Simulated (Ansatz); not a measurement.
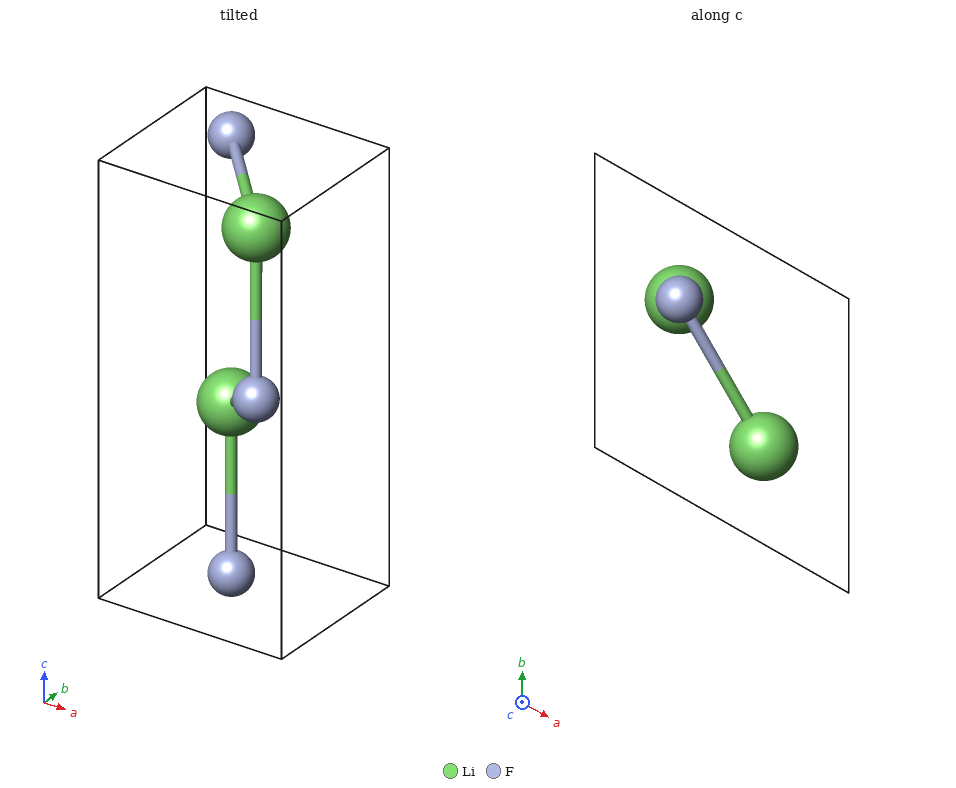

An orthographic ball-and-stick view of the structure, slightly off an axis and along the c axis. Thin lines show the unit cell, with boundary atoms drawn in all their periodic places.

LiF, a = 3.081 Å, b = 3.096 Å, c = 4.785 Å, α = 90.00°, β = 90.00°, γ = 119.84°. Strictly the space group is Cmc2_1 (No. 36, within 0.01 Å). It is a distorted form of a primitive hexagonal structure, space group P6_3mc (No. 186) within 0.25 Å: wurtzite. The initial geometry was a structure listed in the Materials Project. The cell was then strained or its atoms displaced on purpose. It went into a calculation with Ansatz.

This one geometry was computed with Ansatz (DFT, plane waves, PAW) at three levels of theory: HSE06, PBE and r2SCAN. It was relaxed with r2SCAN and then strained.

Question: Which level gives the highest pressure at this volume, and what does that say about its equilibrium volume?

Answer: Highest: PBE (2.6 GPa), which points to the largest equilibrium volume. Lowest, with the smallest volume: r2SCAN (-0.4 GPa). Levels within 0.5 GPa of each other can't be told apart.

Question: How does the band gap change with the level of theory?

Answer: PBE: a gap of 7.81 eV, direct; r2SCAN: a gap of 8.54 eV, direct; HSE06: a gap of 9.98 eV, direct.

Question: Collect the results in a table.

Answer:
| level | cutoff (eV) | k-mesh of the run's cell | gap (eV) | pressure (GPa) |
| --- | --- | --- | --- | --- |
| HSE06 | 420 | 6×6×4 | 9.98 | 0.4 |
| PBE | 420 | 12×12×6 | 7.81 | 2.6 |
| r2SCAN | 500 | 12×12×6 | 8.54 | -0.4 |

Gaps are taken on the k-mesh or band path of each run.
